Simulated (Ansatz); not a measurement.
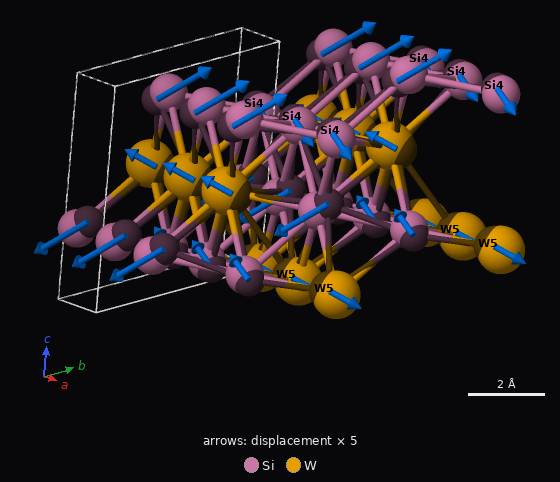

This is a relaxation of crystalline Si$_{2}$W (set up in P1). The starting structure is drawn faded, the final one solid; blue arrows show the displacements, magnified 5 times.

A ball-and-stick model of the cell of the calculation, repeated 3 × 2 × 1 with one cell outlined, seen slightly off an axis.

Case: a zone-boundary wave of random shape, sigma 0.15 Å; relaxed back.

All numbers below come from DFT PBEsol, scalar-relativistic, plane waves, PAW in Ansatz. (plane-wave cutoff 420 eV; k-point mesh 12 × 12 × 12; occupations gaussian; smearing width 0.15 eV; no spin polarisation; cell and atoms relaxed; force threshold 0.01 eV/Å; at most 80 steps)

> Which element moves most?

Silicon: up to 0.40 Å, against 0.20 Å for tungsten.

> What happened in the run?

The largest moves, 0.40 Å, are those of Si atoms. By element the largest moves are Si 0.40 Å, W 0.20 Å. The cell doesn't change. Among the contacts that change: Si–W 2.959 → 2.608 Å, Si–Si 2.970 → 2.621 Å, Si–W 2.269 → 2.608 Å, W–W 3.532 → 3.202 Å. The space group (tolerance 0.01 Å) goes from P1 (No. 1) to I4/mmm (No. 139). The energy falls by 2.408 eV per cell of the calculation in 5 accepted moves (6 points after the start). The largest force component goes from 3.8 to 0.00021 eV/Å. The pressure goes from 12.56 to 0.00 GPa. At 1 point the geometry stayed and the basis and grid were re-selected for the new cell (energy shift of less than 0.05 meV per cell of the calculation at most each time).
